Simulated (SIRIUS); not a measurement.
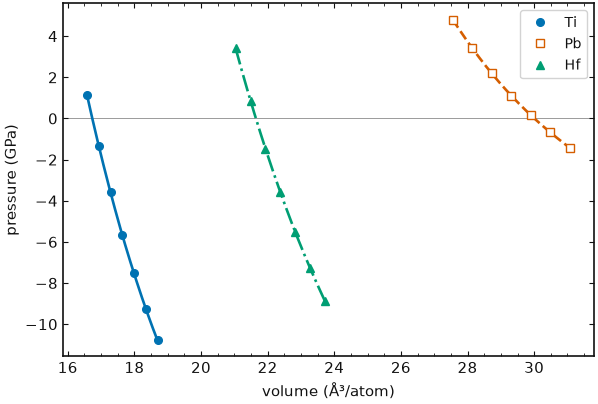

The figure shows the pressure against volume, with one curve for each element, for Hf, Pb and Ti (all in space group P6_3/mmc (No. 194)).

Method: plane-wave DFT, no spin polarisation; energies at scaled volumes of the given cell, shape and fractions fixed, counted from the fit's minimum, third-order Birch-Murnaghan fit (SIRIUS 7.10.0). Level: PBEsol.

occupations Fermi–Dirac; smearing width 0.05 eV; potentials dojo sr pbesol 0.4.1 standard.

Settings that differ: Ti: density cutoff 4610 eV, wave cutoff 1150 eV, k mesh 10×10×6; Pb: density cutoff 3060 eV, wave cutoff 765 eV, k mesh 9×9×5; Hf: density cutoff 3230 eV, wave cutoff 807 eV, k mesh 10×10×5.

> Order the curves by fitted equilibrium volume, smallest first.

Ti 16.739, Hf 21.649, Pb 30.008 Å³/atom.

> Order the curves by fitted bulk modulus, smallest first.

Pb 44.7, Hf 113.9, Ti 118.4 GPa.

Caveats: spin-orbit coupling left out, heavy elements (Pb); shape and atomic fractions are frozen while scaling, which makes layered, chain and framework solids too stiff.

The computed values:

Ti:
```csv
volume (Å³/atom),pressure (GPa)
16.58,1.14
16.93,-1.33
17.28,-3.59
17.64,-5.66
17.99,-7.53
18.34,-9.24
18.69,-10.79
```

Pb:
```csv
volume (Å³/atom),pressure (GPa)
27.55,4.81
28.14,3.42
28.73,2.19
29.31,1.11
29.90,0.16
30.49,-0.68
31.07,-1.43
```

Hf:
```csv
volume (Å³/atom),pressure (GPa)
21.04,3.42
21.49,0.87
21.93,-1.46
22.38,-3.58
22.83,-5.52
23.28,-7.28
23.72,-8.89
```
